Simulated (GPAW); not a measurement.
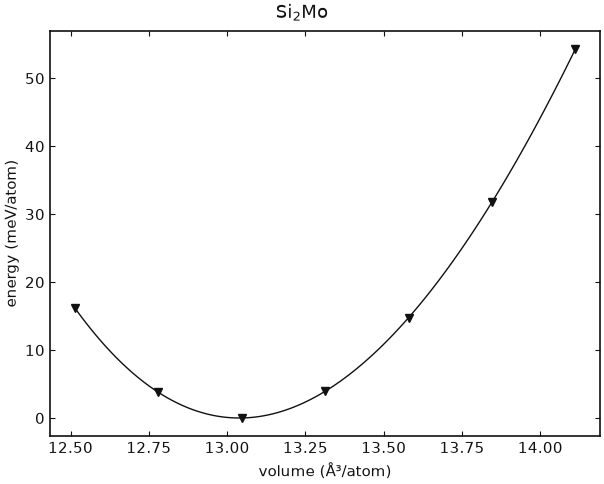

The plot gives the computed energy against volume for Si₂Mo, space group P6_222 (No. 180).

Cell as given: a = 4.585 Å, b = 4.585 Å, c = 6.580 Å, α = 90.00°, β = 90.00°, γ = 120.00°; 9 atoms.

Method: PAW DFT in plane waves, on a grid or in atomic orbitals, no spin polarisation; energies at scaled volumes of the given cell, shape and fractions fixed, counted from the fit's minimum, third-order Birch-Murnaghan fit (GPAW 26.7.0). Level: LDA.

k mesh 5×5×3; occupations Fermi–Dirac; smearing width 0.05 eV; potentials GPAW PAW data sets (gpaw data 1.2.1); wave cutoff 600 eV; program settings basis pw.

What equilibrium volume and bulk modulus follow from the curve?

A third-order Birch–Murnaghan fit gives V0 = 13.04 Å³/atom, B0 = 228 GPa and B′ = 4.5.

Note: shape and atomic fractions are frozen while scaling, which makes layered, chain and framework solids too stiff.

The computed values:

```
volume (Å³/atom)  energy (meV/atom)
           12.51              16.17
           12.78               3.78
           13.05               0.00
           13.31               3.93
           13.58              14.76
           13.85              31.77
           14.11              54.29
```
